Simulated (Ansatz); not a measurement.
Structure (in its standard cell), the geometry relaxed with Ansatz, DFT PBE, scalar-relativistic, plane waves, PAW; the starting structure was generated, so it need not be a known form of this composition:

```
W
1.0
     3.07612    0.00000    0.00000
     0.00000    4.43171    0.00000
     0.00000    0.00000    9.97492
W
8
Direct
  0.00000 0.00000 0.13320
  0.50000 0.00000 0.36680
  0.00000 0.50000 0.63320
  0.50000 0.50000 0.86680
  0.50000 0.00000 0.63320
  0.00000 0.00000 0.86680
  0.50000 0.50000 0.13320
  0.00000 0.50000 0.36680
```

Q: Predict the [010] zone-axis pattern (100 kV, kinematic, B = 0.8 Å²).

A: The spots form a rectangular net whose two shortest vectors correspond to d = 4.99 Å and 1.54 Å, 90.0° apart. They are 0 0 2 and 2 0 0. The pattern has symmetry 2mm. The lattice centring (F) removes all reflections that break h + k = 2n, h + l = 2n.

Strongest reflections with d > 0.80 Å, one of each family (|F|² from tabulated Gaussian fits of the electron scattering factors, times a small damping for the curvature of the Ewald sphere):

```tsv
hkl	d (Å)	I (strongest = 100)
0 0 4	2.494	100
2 0 0	1.538	41
2 0 4	1.309	27
0 0 8	1.247	21
2 0 8	0.969	10
0 0 6	1.662	5
```

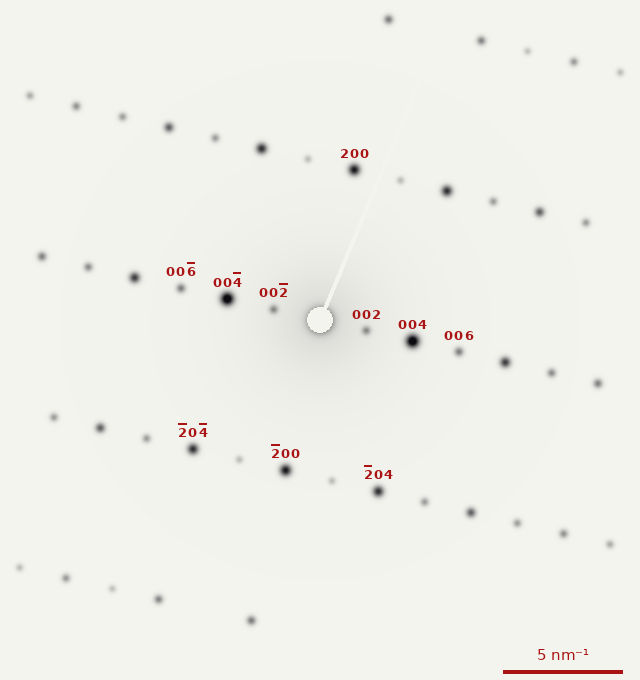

Calculated pattern, seen from the source side with [010] pointing towards the source.
